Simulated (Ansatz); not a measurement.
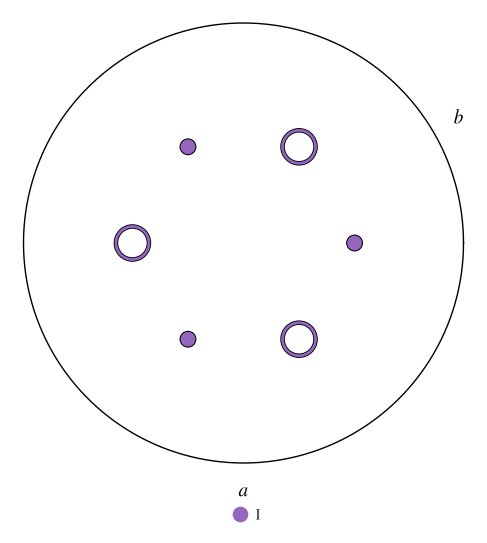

Directions from one sodium atom at (0, 0, 0) to its bonded neighbours, in stereographic projection down c (filled: above the plane of the page or in it, open: below). Crystal: NaI, the input geometry of an electronic-structure calculation (not necessarily at equilibrium); the starting structure was generated, so it need not be a known form of this composition. Geometry calculated from the standardised cell; symmetry tolerance 0.002 Å.

Neighbours are counted up to 3.72 Å for I.

```
Na I
1.0
     4.50465    0.00000    0.00000
    -2.25232    3.90114    0.00000
     0.00000    0.00000    7.67570
Na I
2 2
Direct
  0.00000 0.00000 0.00000
  0.00000 0.00000 0.50000
  0.33333 0.66667 0.25000
  0.66667 0.33333 0.75000
```

**How many neighbours are there, and at what angles?**

6: 6 I at 3.23 Å. Angles between bonds: 88° (6×), 92° (6×), 180° (3×).

**What is the site's symmetry in the crystal?**

Point group -3m (D3d), order 12: one threefold axis, three twofold axes, three mirror planes, an inversion centre. In P6_3/mmc (No. 194) this is Wyckoff position 2a.
